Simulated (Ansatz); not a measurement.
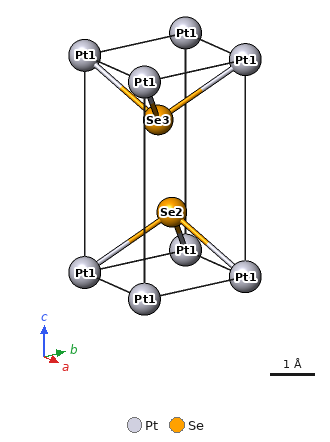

The structure as given in the input (ball-and-stick view of the cell of the calculation, seen slightly off an axis; atoms are numbered from 1 in the order of the input). Near neighbours in the crystal (not all of them lie inside the picture): Pt has 6 Se at 2.49 Å; Se has 3 Pt at 2.49 Å.

**Single-point calculation, with input and output: PtSe₂ (part 1 of 3)**

System: PtSe₂ (P-3m1, 3 atoms in the cell).
Method: DFT PBE+U, scalar-relativistic, plane waves, PAW, Ueff = 8 eV on Pt atom 1 d, spin-polarised (Ansatz 0.2.0).

The structure derives from an entry of the Crystallography Open Database. It belongs to a series of runs on one base structure; here: random orbitals: random, high filling. Figures and captions count atoms from 1; the log counts them from 0 in places.

The program's output
```
Warning: crystal.symmetry: narrowed to the stabiliser of the occupation matrices — unitary ops 12 → 2; lowered by the specified shell (site 0, l: d); largest admitted image defect 4.4e-16, smallest excluded 3.0e-1 — at a splitting's scale: the group the occupation matrices' own texture admits
Pt: projections on atomic orbitals take those of the free atom [Kr 4d10 4f14] 5s2 5p6 5d9 6s1, of charge +0.00 (hamiltonian.pseudopotentials.projection_atoms); the dataset's partial waves leave at most 9.1e-5 of an orbital's norm unspanned inside its sphere
Se: projections on atomic orbitals take those of the free atom [Ar] 3d10 4s2 4p4, of charge +0.00 (hamiltonian.pseudopotentials.projection_atoms); the dataset's partial waves leave at most 2.3e-6 of an orbital's norm unspanned inside its sphere
Engine: ansatz 0.2.0, x86_64-unknown-linux-gnu
Pseudopotentials: kind: paw
Pseudopotential: Pt, paw, valence charge 18, recommended cutoff 420 eV (normal), Pt.paw.azcp
Pseudopotential: Se, paw, valence charge 16, recommended cutoff 420 eV (normal), Se.paw.azcp
Functional definition: PBE
  parameter kappa = 0.804
  parameter beta = 0.06672455060314922
  exchange = pbe_x(kappa = kappa, mu = beta*pi^2/3)
  correlation = pbe_c(beta = beta)
Crystal: 3 atoms, lattice volume = 60.796 Å³
Basis set: ecut = 420 eV, 1205 PW (Γ), exchange–correlation on 50×50×72 points (8 copies of the dense FFT grid, shifted against one another)
Bands: 33, of which v1, the nominal top of the filled ones, is band 25 counted from 1 (24 counted from 0)
Symmetry: 2 space group operations
k-points: 76 of 144
Non-local potential: Pt, projectors of the file, l = 0: 3, l = 1: 2, l = 2: 2, l = 3: 1
Non-local potential: Se, projectors of the file, l = 0: 2, l = 1: 2, l = 2: 3, l = 3: 1
PAW form: soft (Blöchl's): semilocal exchange-correlation on the pseudo side does not see the compensation charge
PAW one-centre angular grid: Pt, 590 points (default); XC on 64 Gauss nodes
PAW one-centre angular grid: Se, 590 points (default); XC on 64 Gauss nodes
Initial density: superposition of atomic densities (chi_scale 0.1, normalization cell)
Starting moments: Σ|m| = 4 μB on 1 of 3 sites
Initial wavefunctions: pseudopotential atomic-orbital guess
Functional: x = pbe(κ = 0.804, μ = 0.2195149727645171), c = pbe(β = 0.06672455060314922)
```
